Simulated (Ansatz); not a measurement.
**Run report: Ge, geometry relaxation (part 2 of 3)**

The same run, continued: Ge (slab, 9 atoms in the cell); DFT PBEsol, scalar-relativistic, plane waves, PAW, no spin polarisation (Ansatz 0.2.0); cutoff 420 eV, 7×5×1 k-mesh, Gaussian smearing of 0.1 eV. The structure derives from an entry of the Crystallography Open Database. The input holds or restrains some coordinates. Forces given for the steps count only the free coordinates. It belongs to a series of runs on one base structure; here: Ge put at a top Ge site.

Geometry of the input (Å; fractional positions):
```
4.0134  0.0000  0.0000
0.0000  5.6758  0.0000
0.0000  0.0000  25.0201
Ge 0.5000  0.0000  0.3397
Ge 0.0000  0.2500  0.3397
Ge 0.0000  0.5000  0.4199
Ge 0.5000  0.7500  0.4199
Ge 0.5000  -0.0012  0.5025
Ge 0.0000  0.2512  0.5025
Ge 0.0000  0.5028  0.5819
Ge 0.5000  0.7472  0.5819
Ge 0.0000  0.5028  0.6778
```

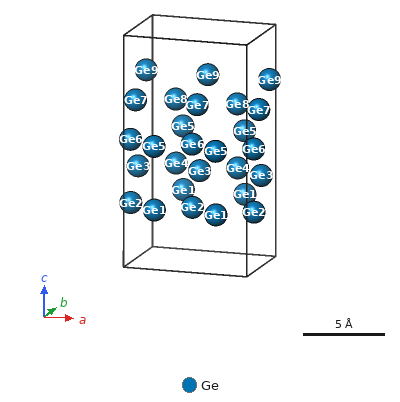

Fig. 1: The geometry at step 10 of the log (spheres-only view of the 2 × 1 repeat of the cell, with the vacuum cut short, seen slightly off an axis; atoms are numbered from 1 in the order of the input).

### What the program printed, continued
```
relax step   4: F+E_penalty+E_count = -38276.94288417 eV  Δ(F+E_penalty+E_count) = -1.670e-1 eV  max|allowed force component| = 5.174e-1 eV/Å  Δτ_max = 0.1948 Å  (5 SCF iters, dr2 threshold 1.00e-4 eV, accepted)
efield: sawtooth ramp at fractional position 0.9888 (handed on by an earlier solve), width 0.0400; the density the first Hamiltonian is built on has a dipole p = 0.074 e·Å; the dipole correction subtracts the counter field D = 2.36e-2 V/Å, which shifts the + side's vacuum level by -0.59 eV against the − side's; the planar-averaged density in the ramp window peaks in size at 1.6e-5 e/Å³
preconditioner: auto → LDOS  [metal: Δε(μ)=0.063 eV  Ē_g=21.826 eV  σ=0.100 eV  W_gap=0.34  n_scr=96 (ndim 8)  ℏωp=17.5 eV  f_vac=0.583  D(μ)=6.47/eV (n_scr^D=24)  β→1.0]
SCF 5 converged in 5 iterations: F = -38277.096130 eV  dr2 = 5.95e-5
relax step   5: F+E_penalty+E_count = -38277.09612960 eV  Δ(F+E_penalty+E_count) = -1.532e-1 eV  max|allowed force component| = 3.540e-1 eV/Å  Δτ_max = 0.1954 Å  (5 SCF iters, dr2 threshold 1.00e-4 eV, accepted)
efield: sawtooth ramp at fractional position 0.9888 (handed on by an earlier solve), width 0.0400; the density the first Hamiltonian is built on has a dipole p = 0.084 e·Å; the dipole correction subtracts the counter field D = 2.67e-2 V/Å, which shifts the + side's vacuum level by -0.67 eV against the − side's; the planar-averaged density in the ramp window peaks in size at 2.2e-5 e/Å³
preconditioner: auto → LDOS  [metal: Δε(μ)=0.058 eV  Ē_g=21.832 eV  σ=0.100 eV  W_gap=0.31  n_scr=96 (ndim 8)  ℏωp=17.5 eV  f_vac=0.584  D(μ)=6.12/eV (n_scr^D=24)  β→1.0]
SCF 6 converged in 5 iterations: F = -38277.204961 eV  dr2 = 3.73e-5
relax step   6: F+E_penalty+E_count = -38277.20496144 eV  Δ(F+E_penalty+E_count) = -1.088e-1 eV  max|allowed force component| = 2.900e-1 eV/Å  Δτ_max = 0.1951 Å  (5 SCF iters, dr2 threshold 5.87e-5 eV, accepted)
efield: sawtooth ramp at fractional position 0.9888 (handed on by an earlier solve), width 0.0400; the density the first Hamiltonian is built on has a dipole p = 0.087 e·Å; the dipole correction subtracts the counter field D = 2.77e-2 V/Å, which shifts the + side's vacuum level by -0.69 eV against the − side's; the planar-averaged density in the ramp window peaks in size at 1.8e-5 e/Å³
preconditioner: auto → LDOS  [metal: Δε(μ)=0.060 eV  Ē_g=21.829 eV  σ=0.100 eV  W_gap=0.32  n_scr=96 (ndim 8)  ℏωp=17.5 eV  f_vac=0.584  D(μ)=5.76/eV (n_scr^D=24)  β→1.0]
SCF 7 converged in 5 iterations: F = -38277.301587 eV  dr2 = 7.51e-6
relax step   7: F+E_penalty+E_count = -38277.30158687 eV  Δ(F+E_penalty+E_count) = -9.663e-2 eV  max|allowed force component| = 3.015e-1 eV/Å  Δτ_max = 0.1952 Å  (5 SCF iters, dr2 threshold 3.94e-5 eV, accepted)
efield: sawtooth ramp at fractional position 0.9888 (handed on by an earlier solve), width 0.0400; the density the first Hamiltonian is built on has a dipole p = 0.085 e·Å; the dipole correction subtracts the counter field D = 2.69e-2 V/Å, which shifts the + side's vacuum level by -0.67 eV against the − side's; the planar-averaged density in the ramp window peaks in size at 1.0e-5 e/Å³
preconditioner: auto → LDOS  [metal: Δε(μ)=0.023 eV  Ē_g=21.844 eV  σ=0.100 eV  W_gap=0.13  n_scr=96 (ndim 8)  ℏωp=17.5 eV  f_vac=0.584  D(μ)=5.76/eV (n_scr^D=24)  β→1.0]
SCF 8 converged in 5 iterations: F = -38277.383061 eV  dr2 = 5.81e-6
relax step   8: F+E_penalty+E_count = -38277.38306123 eV  Δ(F+E_penalty+E_count) = -8.147e-2 eV  max|allowed force component| = 2.198e-1 eV/Å  Δτ_max = 0.1955 Å  (5 SCF iters, dr2 threshold 6.10e-5 eV, accepted)
efield: sawtooth ramp at fractional position 0.9888 (handed on by an earlier solve), width 0.0400; the density the first Hamiltonian is built on has a dipole p = 0.073 e·Å; the dipole correction subtracts the counter field D = 2.32e-2 V/Å, which shifts the + side's vacuum level by -0.58 eV against the − side's; the planar-averaged density in the ramp window peaks in size at 7.3e-6 e/Å³
preconditioner: auto → LDOS  [metal: Δε(μ)=0.027 eV  Ē_g=21.826 eV  σ=0.100 eV  W_gap=0.15  n_scr=96 (ndim 8)  ℏωp=17.5 eV  f_vac=0.584  D(μ)=5.91/eV (n_scr^D=24)  β→1.0]
SCF 9 converged in 6 iterations: F = -38277.442802 eV  dr2 = 3.21e-6
relax step   9: F+E_penalty+E_count = -38277.44280155 eV  Δ(F+E_penalty+E_count) = -5.974e-2 eV  max|allowed force component| = 3.196e-1 eV/Å  Δτ_max = 0.1941 Å  (6 SCF iters, dr2 threshold 2.57e-5 eV, accepted)
efield: sawtooth ramp at fractional position 0.9888 (handed on by an earlier solve), width 0.0400; the density the first Hamiltonian is built on has a dipole p = 0.061 e·Å; the dipole correction subtracts the counter field D = 1.93e-2 V/Å, which shifts the + side's vacuum level by -0.48 eV against the − side's; the planar-averaged density in the ramp window peaks in size at 7.2e-6 e/Å³
preconditioner: auto → LDOS  [metal: Δε(μ)=0.037 eV  Ē_g=21.844 eV  σ=0.100 eV  W_gap=0.20  n_scr=96 (ndim 8)  ℏωp=17.5 eV  f_vac=0.586  D(μ)=6.53/eV (n_scr^D=24)  β→1.0]
SCF 10 converged in 5 iterations: F = -38277.490921 eV  dr2 = 4.43e-5
relax step  10: F+E_penalty+E_count = -38277.49092065 eV  Δ(F+E_penalty+E_count) = -4.812e-2 eV  max|allowed force component| = 1.108e-1 eV/Å  Δτ_max = 0.1959 Å  (5 SCF iters, dr2 threshold 5.43e-5 eV, accepted)
efield: sawtooth ramp at fractional position 0.9888 (handed on by an earlier solve), width 0.0400; the density the first Hamiltonian is built on has a dipole p = 0.047 e·Å; the dipole correction subtracts the counter field D = 1.49e-2 V/Å, which shifts the + side's vacuum level by -0.37 eV against the − side's; the planar-averaged density in the ramp window peaks in size at 3.7e-6 e/Å³
preconditioner: auto → LDOS  [metal: Δε(μ)=0.022 eV  Ē_g=21.856 eV  σ=0.100 eV  W_gap=0.12  n_scr=96 (ndim 8)  ℏωp=17.5 eV  f_vac=0.587  D(μ)=6.92/eV (n_scr^D=24)  β→1.0]
SCF 11 converged in 7 iterations: F = -38277.512449 eV  dr2 = 6.57e-7
relax step  11: F+E_penalty+E_count = -38277.51244881 eV  Δ(F+E_penalty+E_count) = -2.153e-2 eV  max|allowed force component| = 1.513e-1 eV/Å  Δτ_max = 0.2000 Å  (7 SCF iters, dr2 threshold 1.48e-6 eV, accepted)
efield: sawtooth ramp at fractional position 0.9888 (handed on by an earlier solve), width 0.0400; the density the first Hamiltonian is built on has a dipole p = 0.039 e·Å; the dipole correction subtracts the counter field D = 1.25e-2 V/Å, which shifts the + side's vacuum level by -0.31 eV against the − side's; the planar-averaged density in the ramp window peaks in size at 5.8e-6 e/Å³
preconditioner: auto → LDOS  [metal: Δε(μ)=0.007 eV  Ē_g=21.831 eV  σ=0.100 eV  W_gap=0.04  n_scr=96 (ndim 8)  ℏωp=17.5 eV  f_vac=0.588  D(μ)=6.76/eV (n_scr^D=24)  β→1.0]
SCF 12 converged in 7 iterations: F = -38277.524228 eV  dr2 = 3.74e-7
relax step  12: F+E_penalty+E_count = -38277.52422790 eV  Δ(F+E_penalty+E_count) = -1.178e-2 eV  max|allowed force component| = 1.651e-1 eV/Å  Δτ_max = 0.1930 Å  (7 SCF iters, dr2 threshold 2.75e-6 eV, accepted)
efield: sawtooth ramp at fractional position 0.9888 (handed on by an earlier solve), width 0.0400; the density the first Hamiltonian is built on has a dipole p = 0.028 e·Å; the dipole correction subtracts the counter field D = 8.95e-3 V/Å, which shifts the + side's vacuum level by -0.22 eV against the − side's; the planar-averaged density in the ramp window peaks in size at 4.6e-6 e/Å³
preconditioner: auto → LDOS  [metal: Δε(μ)=0.018 eV  Ē_g=21.845 eV  σ=0.100 eV  W_gap=0.10  n_scr=96 (ndim 8)  ℏωp=17.5 eV  f_vac=0.589  D(μ)=6.75/eV (n_scr^D=24)  β→1.0]
SCF 13 converged in 4 iterations: F = -38277.529354 eV  dr2 = 9.13e-6
relax step  13: F+E_penalty+E_count = -38277.52935392 eV  Δ(F+E_penalty+E_count) = -5.126e-3 eV  max|allowed force component| = 2.262e-2 eV/Å  Δτ_max = 0.0627 Å  (4 SCF iters, dr2 threshold 2.72e-5 eV, accepted)
efield: sawtooth ramp at fractional position 0.9888 (handed on by an earlier solve), width 0.0400; the density the first Hamiltonian is built on has a dipole p = 0.030 e·Å; the dipole correction subtracts the counter field D = 9.44e-3 V/Å, which shifts the + side's vacuum level by -0.24 eV against the − side's; the planar-averaged density in the ramp window peaks in size at 4.6e-6 e/Å³
preconditioner: auto → LDOS  [metal: Δε(μ)=0.017 eV  Ē_g=21.838 eV  σ=0.100 eV  W_gap=0.10  n_scr=96 (ndim 8)  ℏωp=17.5 eV  f_vac=0.589  D(μ)=6.79/eV (n_scr^D=24)  β→1.0]
SCF 14 converged in 5 iterations: F = -38277.529365 eV  dr2 = 1.16e-8
relax step  14: F+E_penalty+E_count = -38277.52936479 eV  Δ(F+E_penalty+E_count) = -1.087e-5 eV  max|allowed force component| = 2.233e-2 eV/Å  Δτ_max = 0.0000 Å  (5 SCF iters, accepted)
SCF iter   1: F=—  HF=-38277.529718 eV  |F-HF|=—  |Δ(HF+E_count)|=         —  Δρ=2.92e-4  dr2=4.02e-4  ethr=4.09e-6  p=0.030 e·Å  D=9.51e-3 V/Å  ΔV_dip=-0.24 eV  dr2_dipole=7.60e-6  V_vac-E_F(+/−)=4.51/4.75 eV  ⟨swp⟩=2.2  Hψ=1461  notcnv=0  defer=66
efield: sawtooth ramp at fractional position 0.9888 (handed on by an earlier solve), width 0.0400; the density the first Hamiltonian is built on has a dipole p = 0.030 e·Å; the dipole correction subtracts the counter field D = 9.51e-3 V/Å, which shifts the + side's vacuum level by -0.24 eV against the − side's; the planar-averaged density in the ramp window peaks in size at 5.1e-6 e/Å³
preconditioner: auto → LDOS  [metal: Δε(μ)=0.013 eV  Ē_g=21.837 eV  σ=0.100 eV  W_gap=0.07  n_scr=96 (ndim 8)  ℏωp=17.5 eV  f_vac=0.589  D(μ)=6.82/eV (n_scr^D=24)  β→1.0]
SCF iter   2: F=—  HF=-38277.529673 eV  |F-HF|=—  |Δ(HF+E_count)|=   4.44e-5  Δρ=7.64e-5  dr2=7.18e-5  ethr=3.19e-7  p=0.030 e·Å  D=9.37e-3 V/Å  ΔV_dip=-0.23 eV  dr2_dipole=8.99e-6  V_vac-E_F(+/−)=4.52/4.75 eV  ⟨swp⟩=2.0  Hψ=1235  notcnv=0  defer=66
SCF iter   3: F=—  HF=-38277.529735 eV  |F-HF|=—  |Δ(HF+E_count)|=   6.16e-5  Δρ=3.63e-5  dr2=1.89e-5  ethr=5.70e-8  p=0.030 e·Å  D=9.37e-3 V/Å  ΔV_dip=-0.23 eV  dr2_dipole=8.46e-7  V_vac-E_F(+/−)=4.52/4.75 eV  ⟨swp⟩=2.1  Hψ=1594  notcnv=0  defer=66
SCF iter   4: F=—  HF=-38277.529733 eV  |F-HF|=—  |Δ(HF+E_count)|=   2.38e-6  Δρ=1.37e-5  dr2=2.88e-6  ethr=1.50e-8  p=0.029 e·Å  D=9.35e-3 V/Å  ΔV_dip=-0.23 eV  dr2_dipole=2.69e-7  V_vac-E_F(+/−)=4.52/4.75 eV  ⟨swp⟩=2.4  Hψ=1339  notcnv=0  defer=66
SCF iter   5: F=—  HF=-38277.529733 eV  |F-HF|=—  |Δ(HF+E_count)|=   3.12e-8  Δρ=5.79e-6  dr2=3.52e-7  ethr=2.29e-9  p=0.029 e·Å  D=9.33e-3 V/Å  ΔV_dip=-0.23 eV  dr2_dipole=2.20e-8  V_vac-E_F(+/−)=4.52/4.75 eV  ⟨swp⟩=2.8  Hψ=1627  notcnv=0  defer=66
SCF iter   6: F=-38277.529733 eV  HF=-38277.529733 eV  |F-HF|=7.54e-9  |Δ(HF+E_count)|=   2.29e-8  Δρ=1.31e-6  dr2=3.15e-8  ethr=7.94e-11  p=0.029 e·Å  D=9.33e-3 V/Å  ΔV_dip=-0.23 eV  dr2_dipole=4.52e-9  V_vac-E_F(+/−)=4.52/4.75 eV  ⟨swp⟩=15.9  Hψ=7098  notcnv=0
SCF 15 converged in 6 iterations: F = -38277.529733 eV  dr2 = 3.15e-8
relax step  15: F+E_penalty+E_count = -38277.52973270 eV  Δ(F+E_penalty+E_count) = -3.679e-4 eV  max|allowed force component| = 7.783e-3 eV/Å  Δτ_max = 0.0194 Å  (6 SCF iters, accepted)
SCF converged after 6 iterations
Free energy (F): -38277.529733 eV
Harris-Foulkes:  -38277.529733 eV  (|F-HF|=7.54e-9)
Internal energy: -38277.495648 eV  (E = F + TS)
E sigma→0 (E₀):  -38277.512690 eV
Entropy (-TS):   -0.034085 eV (-3.787 meV/atom)
Fermi energy:    -0.064343 eV
Dipole field:    D = 0.009382 V/Å  (p = 0.029550 e·Å, saw-weighted, corrected)
Work function:   Φ+ = 4.5156 eV   Φ− = 4.7504 eV
Levels:          The Fermi level and band energies are counted from a zero that moves with the ramp; work functions are not
--- Per-component energies (eV) ---
  E_band       = -2381.832827
  E_kinetic    = 993.013457
  E_local      = -129841.992699  (includes V_loc(G=0)·N_el)
  E_nonlocal   = 3767.214067
  E_hartree    = 63033.120318
  E_xc         = -669.072212
  E_vxc        = -574.444397  (∫ρ·V_xc dr)
  E_paw        = -17797.318222  (= ΣΔE_a)
  E_vpaw       = -2792.644946  (= ΣTr[D̂ρ^β])
  E_aug_tail   = 0.002799  (compensation charges beyond the density's cutoff)
  E_efield     = 0.000139  (sawtooth field / dipole correction)
  E_vefield    = 0.791839  (∫n·V_field dr)
  E_ewald      = 42229.275279
  E_core_change = 8.261426  (= ΣΔE_core)
  E_smearing   = -0.034085  (= −TS)
  E_closure    = 0.000000  (closes the sum)
  Σ components = -38277.529733   (vs F -38277.529733, Δ=0.00e0)
--- Forces (eV/Å), atoms counted from 1 ---
  atom   1  Ge     0.00000000     0.18197147    -0.01856208
  atom   2  Ge     0.00000000    -0.16652134     0.05246993
  atom   3  Ge     0.00000000    -0.27714404     0.04165006
  atom   4  Ge     0.00000000     0.25798833    -0.08180255
  atom   5  Ge     0.00000000     0.00302734    -0.00429421
  atom   6  Ge     0.00000000     0.00175915     0.00705295
  atom   7  Ge     0.00000000     0.00087352    -0.00091513
  atom   8  Ge     0.00000000    -0.00778316    -0.00152416
  atom   9  Ge     0.00000000     0.00580367     0.00592529
  max |Σ_I F_I| component: 2.51e-5 eV/Å
--- Band table (eV; the first three rows and the last of 12) ---
  k-point 0: bands = ["-24.6549", "-24.6431", "-24.6400", "-24.6376", "-24.6318", "-24.6155", "-24.6048", "-24.5984", "-24.5984", "-24.5815", "-24.5654", "-24.5642", "-24.5583", "-24.5477", "-24.5437", "-24.5382", "-24.5311", "-24.5295", "-24.5011", "-24.4918", "-24.4819", "-24.4611", "-24.4550", "-24.4237", "-24.4196", "-24.4153", "-24.4095", "-24.4031", "-24.3806", "-24.3777", "-24.3706", "-24.3659", "-24.3507", "-24.3409", "-24.3305", "-24.3140", "-24.3091", "-24.2904", "-24.2703", "-24.2549", "-24.2106", "-24.1617", "-24.1575", "-24.1526", "-24.0863", "-12.0763", "-11.3155", "-10.1168", "-8.9901", "-8.1331", "-7.1163", "-6.2199", "-4.8733", "-3.8487", "-3.1344", "-2.4485", "-2.2898", "-1.9747", "-1.8104", "-0.8425", "-0.7938", "-0.0469", "-0.0318", "0.3387", "0.6622", "1.4370", "1.7355", "2.0019", "2.4026", "2.4093", "2.9208", "3.4988", "3.9529", "4.1725", "4.2226", "4.5700"]
  k-point 1: bands = ["-24.6546", "-24.6408", "-24.6389", "-24.6363", "-24.6305", "-24.6144", "-24.6054", "-24.6034", "-24.6001", "-24.5872", "-24.5657", "-24.5646", "-24.5523", "-24.5476", "-24.5445", "-24.5381", "-24.5322", "-24.5291", "-24.5009", "-24.4996", "-24.4808", "-24.4608", "-24.4445", "-24.4263", "-24.4201", "-24.4153", "-24.4074", "-24.4018", "-24.3828", "-24.3750", "-24.3705", "-24.3672", "-24.3496", "-24.3424", "-24.3321", "-24.3161", "-24.3093", "-24.2912", "-24.2672", "-24.2519", "-24.2123", "-24.1624", "-24.1582", "-24.1523", "-24.0868", "-11.9273", "-11.2136", "-10.1949", "-9.6967", "-7.7591", "-7.0257", "-6.1897", "-5.1887", "-3.4032", "-3.2025", "-2.4555", "-2.3008", "-1.7228", "-1.1463", "-0.9228", "-0.8920", "-0.3934", "-0.0587", "0.3856", "0.6916", "1.1017", "1.6037", "2.0352", "2.2507", "2.4307", "3.1481", "3.6778", "3.8499", "4.0236", "4.3296", "4.5574"]
```
